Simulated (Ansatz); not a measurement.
**FePt: density, localisation and related maps**

```
Pt Fe
1.0
     2.75934    0.00000    0.00000
     0.00000    2.75934    0.00000
     0.00000    0.00000    3.76895
Pt Fe
1 1
Direct
  0.50000 0.50000 0.50000
  0.00000 0.00000 0.00000
```

Space group P4/mmm; spin-polarised.

These are results of Kohn-Sham DFT of a periodic cell, wPBEh, Ansatz PAW in Ansatz 0.2.0, not measurements.

Core electrons are frozen (PAW), and the valence fields are smoothed inside the atomic spheres.

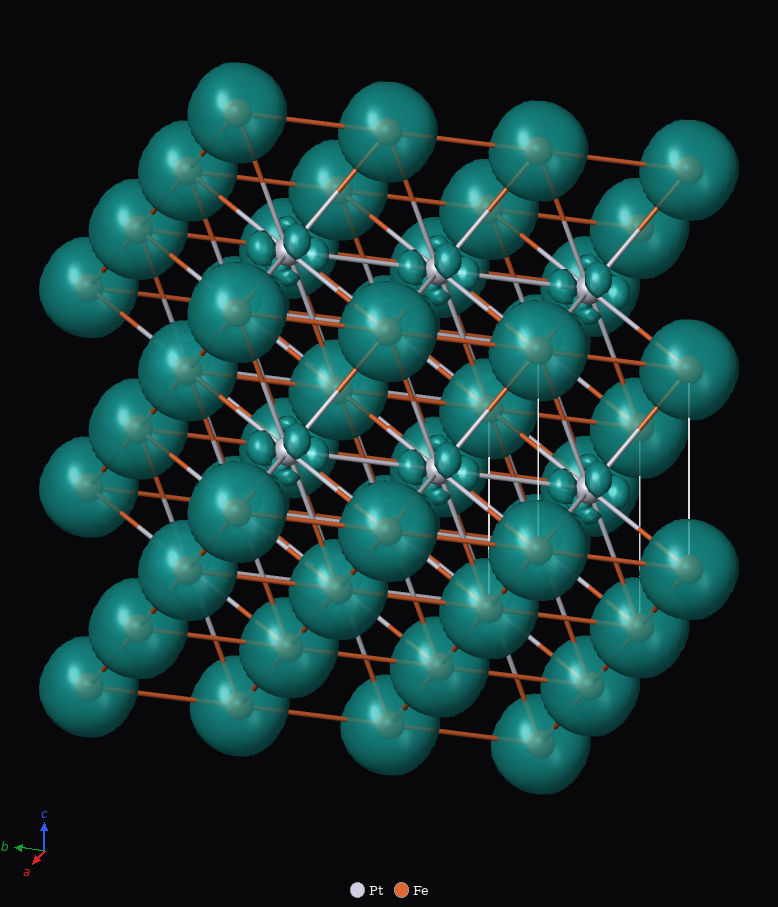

Figure 1. Isosurfaces of the spin density (up minus down) at +0.2 (teal) and −0.2 e/Å³ (pink), seen at an oblique angle. Sticks mark near contacts.

Where is the spin, and how is it ordered?

Answer. The spin density sits on Fe: +3.6 μB in one cell of 2 atoms, with smaller moments on Pt (up to +0.47 μB): parallel moments, as they must be, since the calculation's own cell holds one magnetic site. The cell of the calculation (2 atoms) carries 3.9 μB of net spin moment. Only one sign reaches the isovalue.

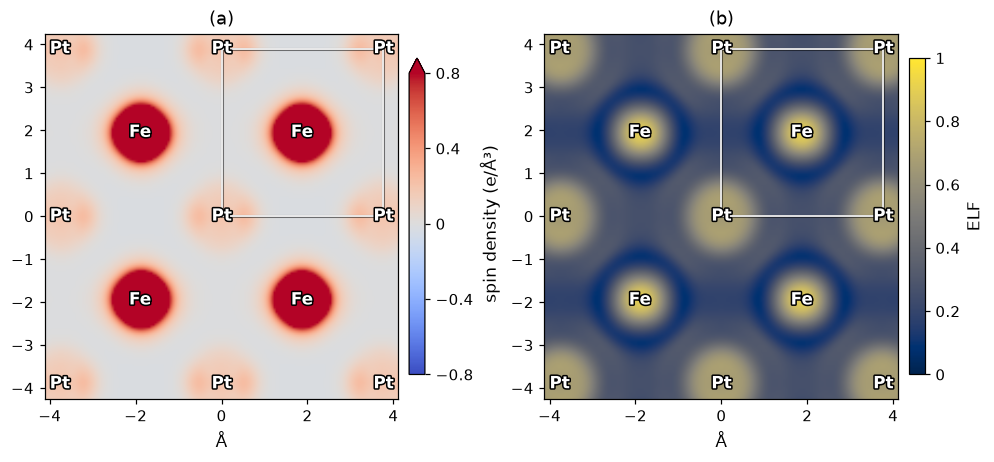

Figure 2. (a) spin density; (b) electron localisation function on the (110) plane of the conventional cell.

Read the bonding off the picture.

Answer.
- The plane passes through Pt and Fe nuclei.
- Fe–Pt (2.71 Å): the ELF is about 0.30 at the midpoint.
- The features right at Pt and Fe lie inside the PAW spheres, where the map follows smoothed inner orbitals and isn't to be read closely.

Does the calculation make it a metal, or give it a gap?

Answer. It is metallic or semimetallic at this level of theory: no gap opens.
